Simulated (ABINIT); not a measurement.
## Run report: SrO, geometry relaxation (part 2 of 2)

SrO (Fm-3m, 2 atoms in the cell); Kohn-Sham DFT of a periodic cell, PBE, JTH PAW PBE v2.0, no spin polarisation (ABINIT 10.8.3); cutoff 625.86 eV, 9×9×9 k-mesh, fermi-dirac of 0.05 eV. The structure derives from an entry of the Crystallography Open Database.

Geometry of the input (Å; fractional positions):
```
0.0000  2.5663  2.5663
2.5663  0.0000  2.5663
2.5663  2.5663  0.0000
Sr 0.5000  0.5000  0.5000
O  0.0000  0.0000  0.0000
```

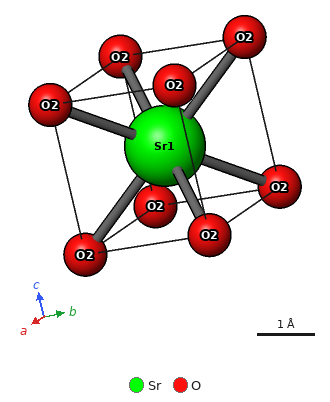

Figure 1. The geometry at step 2 of the log (ball-and-stick view of the cell of the calculation, seen slightly off an axis; atoms are numbered from 1 in the order of the input).

The program's output, continued:
```
--- !ResultsGS
iteration_state: {dtset: 1, itime: 2, icycle: 1, }
comment   : Summary of ground state results
lattice_vectors:
- [  0.0000000,   4.8653793,   4.8653793, ]
- [  4.8653793,   0.0000000,   4.8653793, ]
- [  4.8653793,   4.8653793,   0.0000000, ]
lattice_lengths: [   6.88069,    6.88069,    6.88069, ]
lattice_angles: [ 60.000,  60.000,  60.000, ] # degrees, (23, 13, 12)
lattice_volume:   2.3034569E+02
convergence: {deltae:  4.270E-12, res2:  4.029E-10, residm:  7.665E-07, diffor: null, }
etotal    :  -4.73144433E+01
entropy   :   0.00000000E+00
fermie    :   2.24919880E-01
cartesian_stress_tensor: # hartree/bohr^3
- [ -7.66336109E-05,   0.00000000E+00,   0.00000000E+00, ]
- [  0.00000000E+00,  -7.66336109E-05,   0.00000000E+00, ]
- [  0.00000000E+00,   0.00000000E+00,  -7.66336109E-05, ]
pressure_GPa:   2.2546E+00
xred      :
- [  5.0000E-01,   5.0000E-01,   5.0000E-01, Sr]
- [  0.0000E+00,   0.0000E+00,   0.0000E+00,  O]
cartesian_forces: # hartree/bohr
- [ -0.00000000E+00,  -0.00000000E+00,  -0.00000000E+00, ]
- [ -0.00000000E+00,  -0.00000000E+00,  -0.00000000E+00, ]
force_length_stats: {min:   0.00000000E+00, max:   0.00000000E+00, mean:   0.00000000E+00, }
...

 Integrated electronic density in atomic spheres:
 ------------------------------------------------
 Atom  Sphere_radius  Integrated_density
    1        2.20670          7.33674840
    2        1.41465          4.51575663

---OUTPUT-----------------------------------------------------------------------

 Cartesian coordinates (xcart) [bohr]
  4.86537927190754E+00  4.86537927190754E+00  4.86537927190754E+00
  0.00000000000000E+00  0.00000000000000E+00  0.00000000000000E+00
 Reduced coordinates (xred)
  5.00000000000000E-01  5.00000000000000E-01  5.00000000000000E-01
  0.00000000000000E+00  0.00000000000000E+00  0.00000000000000E+00
 Cartesian forces (fcart) [Ha/bohr]; max,rms= 0.00000E+00 0.00000E+00 (free atoms)
 -0.00000000000000E+00 -0.00000000000000E+00 -0.00000000000000E+00
 -0.00000000000000E+00 -0.00000000000000E+00 -0.00000000000000E+00
 Gradient of E wrt nuclear positions in reduced coordinates (gred)
  0.00000000000000E+00  0.00000000000000E+00  0.00000000000000E+00
  0.00000000000000E+00  0.00000000000000E+00  0.00000000000000E+00
 Scale of Primitive Cell (acell) [bohr]
  6.88068535242058E+00  6.88068535242058E+00  6.88068535242058E+00
 Real space primitive translations (rprimd) [bohr]
  0.00000000000000E+00  4.86537927190754E+00  4.86537927190754E+00
  4.86537927190754E+00  0.00000000000000E+00  4.86537927190754E+00
  4.86537927190754E+00  4.86537927190754E+00  0.00000000000000E+00
 Unitary Cell Volume (ucvol) [Bohr^3]=  2.30345693606072E+02
 Angles (23,13,12)= [degrees]
  6.00000000000000E+01  6.00000000000000E+01  6.00000000000000E+01
 Lengths [Bohr]
  6.88068535242058E+00  6.88068535242058E+00  6.88068535242058E+00
 Stress tensor in cartesian coordinates (strten) [Ha/bohr^3]
 -7.66336108905339E-05  0.00000000000000E+00  0.00000000000000E+00
  0.00000000000000E+00 -7.66336108905339E-05  0.00000000000000E+00
  0.00000000000000E+00  0.00000000000000E+00 -7.66336108905304E-05
 Total energy (etotal) [Ha]= -4.73144432877141E+01

 Difference of energy with previous step (new-old):
           Absolute (Ha)=-2.06689E-04
           Relative     =-4.36842E-06

--- Iteration: ( 3/60) Internal Cycle: (1/1)
--------------------------------------------------------------------------------

---SELF-CONSISTENT-FIELD CONVERGENCE--------------------------------------------

--- !BeginCycle
iteration_state: {dtset: 1, itime: 3, icycle: 1, }
solver: {iscf: 17, nstep: 100, nline: 4, wfoptalg: 10, }
tolerances: {tolvrs: 1.00E-09, }
...

     iter   Etot(hartree)      deltaE(h)  residm     nres2
 ETOT  1  -47.318700668689    -4.732E+01 8.976E-06 3.593E+00
 ETOT  2  -47.319342923104    -6.423E-04 3.922E-05 5.071E+00
 ETOT  3  -47.314564137129     4.779E-03 2.700E-04 1.434E-01
 ETOT  4  -47.314657587235    -9.345E-05 3.118E-05 1.713E-02
 ETOT  5  -47.314660417712    -2.830E-06 1.383E-06 1.454E-03
 ETOT  6  -47.314665176816    -4.759E-06 1.045E-06 1.185E-04
 ETOT  7  -47.314665461449    -2.846E-07 7.116E-08 1.119E-05
 ETOT  8  -47.314665469357    -7.908E-09 3.139E-07 1.591E-06
 ETOT  9  -47.314665468778     5.795E-10 4.747E-08 1.667E-07
 ETOT 10  -47.314665468782    -3.823E-12 2.200E-07 1.114E-07
 ETOT 11  -47.314665468711     7.075E-11 3.346E-08 1.429E-08
 ETOT 12  -47.314665468707     3.908E-12 1.567E-07 1.694E-09
 ETOT 13  -47.314665468706     8.242E-13 2.342E-08 2.772E-10

 At SCF step   13       nres2   =  2.77E-10 < tolvrs=  1.00E-09 =>converged.

 Cartesian components of stress tensor (hartree/bohr^3)
  sigma(1 1)= -2.93295030E-06  sigma(3 2)=  0.00000000E+00
  sigma(2 2)= -2.93295030E-06  sigma(3 1)=  0.00000000E+00
  sigma(3 3)= -2.93295030E-06  sigma(2 1)=  0.00000000E+00

--- !ResultsGS
iteration_state: {dtset: 1, itime: 3, icycle: 1, }
comment   : Summary of ground state results
lattice_vectors:
- [  0.0000000,   4.9047009,   4.9047009, ]
- [  4.9047009,   0.0000000,   4.9047009, ]
- [  4.9047009,   4.9047009,   0.0000000, ]
lattice_lengths: [   6.93629,    6.93629,    6.93629, ]
lattice_angles: [ 60.000,  60.000,  60.000, ] # degrees, (23, 13, 12)
lattice_volume:   2.3597586E+02
convergence: {deltae:  8.242E-13, res2:  2.772E-10, residm:  2.342E-08, diffor: null, }
etotal    :  -4.73146655E+01
entropy   :   0.00000000E+00
fermie    :   2.38645363E-01
cartesian_stress_tensor: # hartree/bohr^3
- [ -2.93295030E-06,   0.00000000E+00,   0.00000000E+00, ]
- [  0.00000000E+00,  -2.93295030E-06,   0.00000000E+00, ]
- [  0.00000000E+00,   0.00000000E+00,  -2.93295030E-06, ]
pressure_GPa:   8.6290E-02
xred      :
- [  5.0000E-01,   5.0000E-01,   5.0000E-01, Sr]
- [  0.0000E+00,   0.0000E+00,   0.0000E+00,  O]
cartesian_forces: # hartree/bohr
- [ -0.00000000E+00,  -0.00000000E+00,  -0.00000000E+00, ]
- [ -0.00000000E+00,  -0.00000000E+00,  -0.00000000E+00, ]
force_length_stats: {min:   0.00000000E+00, max:   0.00000000E+00, mean:   0.00000000E+00, }
...

 Integrated electronic density in atomic spheres:
 ------------------------------------------------
 Atom  Sphere_radius  Integrated_density
    1        2.20670          7.33419708
    2        1.41465          4.47465100

---OUTPUT-----------------------------------------------------------------------

 Cartesian coordinates (xcart) [bohr]
  4.90470088958205E+00  4.90470088958205E+00  4.90470088958205E+00
  0.00000000000000E+00  0.00000000000000E+00  0.00000000000000E+00
 Reduced coordinates (xred)
  5.00000000000000E-01  5.00000000000000E-01  5.00000000000000E-01
  0.00000000000000E+00  0.00000000000000E+00  0.00000000000000E+00
 Cartesian forces (fcart) [Ha/bohr]; max,rms= 0.00000E+00 0.00000E+00 (free atoms)
 -0.00000000000000E+00 -0.00000000000000E+00 -0.00000000000000E+00
 -0.00000000000000E+00 -0.00000000000000E+00 -0.00000000000000E+00
 Gradient of E wrt nuclear positions in reduced coordinates (gred)
  0.00000000000000E+00  0.00000000000000E+00  0.00000000000000E+00
  0.00000000000000E+00  0.00000000000000E+00  0.00000000000000E+00
 Scale of Primitive Cell (acell) [bohr]
  6.93629451743032E+00  6.93629451743032E+00  6.93629451743032E+00
 Real space primitive translations (rprimd) [bohr]
  0.00000000000000E+00  4.90470088958205E+00  4.90470088958205E+00
  4.90470088958205E+00  0.00000000000000E+00  4.90470088958205E+00
  4.90470088958205E+00  4.90470088958205E+00  0.00000000000000E+00
 Unitary Cell Volume (ucvol) [Bohr^3]=  2.35975860052822E+02
 Angles (23,13,12)= [degrees]
  6.00000000000000E+01  6.00000000000000E+01  6.00000000000000E+01
 Lengths [Bohr]
  6.93629451743032E+00  6.93629451743032E+00  6.93629451743032E+00
 Stress tensor in cartesian coordinates (strten) [Ha/bohr^3]
 -2.93295029821401E-06  0.00000000000000E+00  0.00000000000000E+00
  0.00000000000000E+00 -2.93295029821228E-06  0.00000000000000E+00
  0.00000000000000E+00  0.00000000000000E+00 -2.93295029821228E-06
 Total energy (etotal) [Ha]= -4.73146654687061E+01

 Difference of energy with previous step (new-old):
           Absolute (Ha)=-2.22181E-04
           Relative     =-4.69583E-06

--- Iteration: ( 4/60) Internal Cycle: (1/1)
--------------------------------------------------------------------------------

---SELF-CONSISTENT-FIELD CONVERGENCE--------------------------------------------

--- !BeginCycle
iteration_state: {dtset: 1, itime: 4, icycle: 1, }
solver: {iscf: 17, nstep: 100, nline: 4, wfoptalg: 10, }
tolerances: {tolvrs: 1.00E-09, }
...

     iter   Etot(hartree)      deltaE(h)  residm     nres2
 ETOT  1  -47.314672317154    -4.731E+01 1.495E-07 5.675E-03
 ETOT  2  -47.314673008747    -6.916E-07 9.084E-08 7.957E-03
 ETOT  3  -47.314665607395     7.401E-06 4.517E-07 1.959E-04
 ETOT  4  -47.314665802577    -1.952E-07 4.420E-08 2.042E-05
 ETOT  5  -47.314665813385    -1.081E-08 1.193E-08 2.853E-06
 ETOT  6  -47.314665821265    -7.880E-09 2.392E-08 3.347E-07
 ETOT  7  -47.314665821571    -3.055E-10 9.128E-09 2.081E-08
 ETOT  8  -47.314665821575    -3.759E-12 2.004E-08 1.477E-09
 ETOT  9  -47.314665821576    -1.769E-12 7.383E-09 2.038E-09
 ETOT 10  -47.314665821576     9.095E-13 1.637E-08 1.569E-10

 At SCF step   10       nres2   =  1.57E-10 < tolvrs=  1.00E-09 =>converged.

 Cartesian components of stress tensor (hartree/bohr^3)
  sigma(1 1)= -1.04579702E-07  sigma(3 2)=  0.00000000E+00
  sigma(2 2)= -1.04579702E-07  sigma(3 1)=  0.00000000E+00
  sigma(3 3)= -1.04579702E-07  sigma(2 1)=  0.00000000E+00

--- !ResultsGS
iteration_state: {dtset: 1, itime: 4, icycle: 1, }
comment   : Summary of ground state results
lattice_vectors:
- [  0.0000000,   4.9063055,   4.9063055, ]
- [  4.9063055,   0.0000000,   4.9063055, ]
- [  4.9063055,   4.9063055,   0.0000000, ]
lattice_lengths: [   6.93856,    6.93856,    6.93856, ]
lattice_angles: [ 60.000,  60.000,  60.000, ] # degrees, (23, 13, 12)
lattice_volume:   2.3620754E+02
convergence: {deltae:  9.095E-13, res2:  1.569E-10, residm:  1.637E-08, diffor: null, }
etotal    :  -4.73146658E+01
entropy   :   0.00000000E+00
fermie    :   2.38129801E-01
cartesian_stress_tensor: # hartree/bohr^3
- [ -1.04579702E-07,   0.00000000E+00,   0.00000000E+00, ]
- [  0.00000000E+00,  -1.04579702E-07,   0.00000000E+00, ]
- [  0.00000000E+00,   0.00000000E+00,  -1.04579702E-07, ]
pressure_GPa:   3.0768E-03
xred      :
- [  5.0000E-01,   5.0000E-01,   5.0000E-01, Sr]
- [  0.0000E+00,   0.0000E+00,   0.0000E+00,  O]
cartesian_forces: # hartree/bohr
- [ -0.00000000E+00,  -0.00000000E+00,  -0.00000000E+00, ]
- [ -0.00000000E+00,  -0.00000000E+00,  -0.00000000E+00, ]
force_length_stats: {min:   0.00000000E+00, max:   0.00000000E+00, mean:   0.00000000E+00, }
...

 Integrated electronic density in atomic spheres:
 ------------------------------------------------
 Atom  Sphere_radius  Integrated_density
    1        2.20670          7.33550146
    2        1.41465          4.47598167

---OUTPUT-----------------------------------------------------------------------

 Cartesian coordinates (xcart) [bohr]
  4.90630551925481E+00  4.90630551925481E+00  4.90630551925481E+00
  0.00000000000000E+00  0.00000000000000E+00  0.00000000000000E+00
 Reduced coordinates (xred)
  5.00000000000000E-01  5.00000000000000E-01  5.00000000000000E-01
  0.00000000000000E+00  0.00000000000000E+00  0.00000000000000E+00
 Cartesian forces (fcart) [Ha/bohr]; max,rms= 0.00000E+00 0.00000E+00 (free atoms)
 -0.00000000000000E+00 -0.00000000000000E+00 -0.00000000000000E+00
 -0.00000000000000E+00 -0.00000000000000E+00 -0.00000000000000E+00
 Gradient of E wrt nuclear positions in reduced coordinates (gred)
  0.00000000000000E+00  0.00000000000000E+00  0.00000000000000E+00
  0.00000000000000E+00  0.00000000000000E+00  0.00000000000000E+00
 Scale of Primitive Cell (acell) [bohr]
  6.93856380647613E+00  6.93856380647613E+00  6.93856380647613E+00
 Real space primitive translations (rprimd) [bohr]
  0.00000000000000E+00  4.90630551925481E+00  4.90630551925481E+00
  4.90630551925481E+00  0.00000000000000E+00  4.90630551925481E+00
  4.90630551925481E+00  4.90630551925481E+00  0.00000000000000E+00
 Unitary Cell Volume (ucvol) [Bohr^3]=  2.36207542536706E+02
 Angles (23,13,12)= [degrees]
  6.00000000000000E+01  6.00000000000000E+01  6.00000000000000E+01
 Lengths [Bohr]
  6.93856380647613E+00  6.93856380647613E+00  6.93856380647613E+00
 Stress tensor in cartesian coordinates (strten) [Ha/bohr^3]
 -1.04579702130819E-07  0.00000000000000E+00  0.00000000000000E+00
  0.00000000000000E+00 -1.04579702132554E-07  0.00000000000000E+00
  0.00000000000000E+00  0.00000000000000E+00 -1.04579702132554E-07
 Total energy (etotal) [Ha]= -4.73146658215755E+01

 Difference of energy with previous step (new-old):
           Absolute (Ha)=-3.52869E-07
           Relative     =-7.45793E-09

 At Broyd/MD step   4, gradients are converged :
  max grad (force/stress) = 1.0458E-05 < tolmxf= 2.0000E-04 ha/bohr (free atoms)

================================================================================

 ----iterations are completed or convergence reached----

 Mean square residual over all n,k,spin=   39.060E-12; max=  16.374E-09
 reduced coordinates (array xred) for    2 atoms
       0.500000000000      0.500000000000      0.500000000000
       0.000000000000      0.000000000000      0.000000000000
 rms dE/dt=  0.0000E+00; max dE/dt=  0.0000E+00; dE/dt below (all hartree)
    1       0.000000000000      0.000000000000      0.000000000000
    2       0.000000000000      0.000000000000      0.000000000000

 cartesian coordinates (angstrom) at end:
    1      2.59630506875589     2.59630506875589     2.59630506875589
    2      0.00000000000000     0.00000000000000     0.00000000000000

 cartesian forces (hartree/bohr) at end:
    1     -0.00000000000000    -0.00000000000000    -0.00000000000000
    2     -0.00000000000000    -0.00000000000000    -0.00000000000000
 frms,max,avg= 0.0000000E+00 0.0000000E+00   0.000E+00  0.000E+00  0.000E+00 h/b

 cartesian forces (eV/Angstrom) at end:
    1     -0.00000000000000    -0.00000000000000    -0.00000000000000
    2     -0.00000000000000    -0.00000000000000    -0.00000000000000
 frms,max,avg= 0.0000000E+00 0.0000000E+00   0.000E+00  0.000E+00  0.000E+00 e/A
 length scales=  6.938563806476  6.938563806476  6.938563806476 bohr
              =  3.671729840293  3.671729840293  3.671729840293 angstroms
 Fermi (or HOMO) energy (hartree) =   0.23813   Average Vxc (hartree)=  -0.36784
 Eigenvalues (hartree) for nkpt=  35  k points:
 kpt#   1, nband= 12, wtk=  0.00137, kpt=  0.0000  0.0000  0.0000 (reduced coord)
  -1.02989   -0.39099   -0.35612   -0.35612   -0.35612    0.16154    0.16154    0.16154
   0.30108    0.38910    0.38910    0.38910
      occupation numbers for kpt#   1
   2.00000    2.00000    2.00000    2.00000    2.00000    2.00000    2.00000    2.00000
   0.00000    0.00000    0.00000    0.00000
 prteigrs : prtvol=0 or 1, do not print more k-points.

--- !EnergyTerms
iteration_state     : {dtset: 1, itime: 4, icycle: 1, }
comment             : Components of total free energy in Hartree
kinetic             :  1.70370669418101E+01
hartree             :  8.77802186781628E+00
xc                  : -9.90467521137635E+00
Ewald energy        : -3.84357020420396E+01
psp_core            :  1.89063152280967E+00
local_psp           : -3.16601019208884E+01
PAW spherical_terms :  4.98009382051215E+00
internal            : -4.73146650213561E+01
'-kT*entropy'       : -3.08632606012203E-15
total_energy        : -4.73146650213561E+01
total_energy_eV     : -1.28749762499533E+03
...

--- !EnergyTermsDC
iteration_state     : {dtset: 1, itime: 4, icycle: 1, }
comment             : '"Double-counting" decomposition of free energy'
band_energy         : -4.23763025621796E+00
Ewald energy        : -3.84357020420396E+01
psp_core            :  1.89063152280967E+00
xc_dc               : -7.90863353919628E+00
PAW spherical_terms :  1.37666849306864E+00
internal            : -4.73146658215755E+01
'-kT*entropy'       : -3.08632606012203E-15
total_energy_dc     : -4.73146658215755E+01
total_energy_dc_eV  : -1.28749764677041E+03
...

--- !EnergyTermsWithPAWCore
iteration_state     : {dtset: 1, itime: 4, icycle: 1, }
comment             : 'Components of total free energy, including PAW core contributions'
Total energy        : -3.25493708230878E+03
Total energy DC     : -3.25493708310900E+03
Total energy (eV)   : -8.85713501530708E+04
Total energy DC (eV): -8.85713501748459E+04
...

 Cartesian components of stress tensor (hartree/bohr^3)
  sigma(1 1)= -1.04579702E-07  sigma(3 2)=  0.00000000E+00
  sigma(2 2)= -1.04579702E-07  sigma(3 1)=  0.00000000E+00
  sigma(3 3)= -1.04579702E-07  sigma(2 1)=  0.00000000E+00

-Cartesian components of stress tensor (GPa)         [Pressure=  3.0768E-03 GPa]
- sigma(1 1)= -3.07684106E-03  sigma(3 2)=  0.00000000E+00
- sigma(2 2)= -3.07684106E-03  sigma(3 1)=  0.00000000E+00
- sigma(3 3)= -3.07684106E-03  sigma(2 1)=  0.00000000E+00

== END DATASET(S) ==============================================================
================================================================================

 -outvars: echo values of variables after computation  --------
            acell      6.9385638065E+00  6.9385638065E+00  6.9385638065E+00 Bohr
           etotal     -4.7314665822E+01
            fcart     -0.0000000000E+00 -0.0000000000E+00 -0.0000000000E+00
                      -0.0000000000E+00 -0.0000000000E+00 -0.0000000000E+00
            rprim      0.0000000000E+00  7.0710678119E-01  7.0710678119E-01
                       7.0710678119E-01  0.0000000000E+00  7.0710678119E-01
                       7.0710678119E-01  7.0710678119E-01  0.0000000000E+00
           strten     -1.0457970213E-07 -1.0457970213E-07 -1.0457970213E-07
                       0.0000000000E+00  0.0000000000E+00  0.0000000000E+00
           xangst      2.5963050688E+00  2.5963050688E+00  2.5963050688E+00
                       0.0000000000E+00  0.0000000000E+00  0.0000000000E+00
             xred      5.0000000000E-01  5.0000000000E-01  5.0000000000E-01
                       0.0000000000E+00  0.0000000000E+00  0.0000000000E+00
 Calculation completed.
```

Trajectory as extended XYZ (Å, eV, eV/Å), 4 frames, from step=0 to step=3:
```
2
Lattice="0.0000 2.5663 2.5663 2.5663 0.0000 2.5663 2.5663 2.5663 0.0000" Properties=species:S:1:pos:R:3:forces:R:3 step=0 energy=-1287.48597
Sr    2.5663    2.5663    2.5663    0.0000   0.0000   0.0000
O     0.0000    0.0000    0.0000    0.0000   0.0000   0.0000
2
Lattice="0.0000 2.5746 2.5746 2.5746 0.0000 2.5746 2.5746 2.5746 0.0000" Properties=species:S:1:pos:R:3:forces:R:3 step=1 energy=-1287.49159
Sr    2.5746    2.5746    2.5746    0.0000   0.0000   0.0000
O     0.0000    0.0000    0.0000    0.0000   0.0000   0.0000
2
Lattice="0.0000 2.5955 2.5955 2.5955 0.0000 2.5955 2.5955 2.5955 0.0000" Properties=species:S:1:pos:R:3:forces:R:3 step=2 energy=-1287.49764
Sr    2.5955    2.5955    2.5955    0.0000   0.0000   0.0000
O     0.0000    0.0000    0.0000    0.0000   0.0000   0.0000
2
Lattice="0.0000 2.5963 2.5963 2.5963 0.0000 2.5963 2.5963 2.5963 0.0000" Properties=species:S:1:pos:R:3:forces:R:3 step=3 energy=-1287.49765
Sr    2.5963    2.5963    2.5963    0.0000   0.0000   0.0000
O     0.0000    0.0000    0.0000    0.0000   0.0000   0.0000
```

Results in brief:

| quantity | value |
| --- | --- |
| outcome | converged |
| space group (tolerance 0.01 Å) | Fm-3m (225) |
| electrons treated | 16 |
| free energy | −1287.4976 eV |
| Fermi energy | 6.480 eV |
| gap on the k-point mesh | 3.38 eV |
| pressure | 0.00 GPa |
| final volume | 35.00 Å³ |
| largest force (length of the vector) at the end | under 0.001 eV/Å |
| final cell | a = 3.672 Å, b = 3.672 Å, c = 3.672 Å, α = 60.00°, β = 60.00°, γ = 60.00° |
| hardware | 1 thread of Arm Neoverse V2, 24 GiB of memory available, shared host |
| wall time | 63 s |
| peak memory | 0.13 GiB |
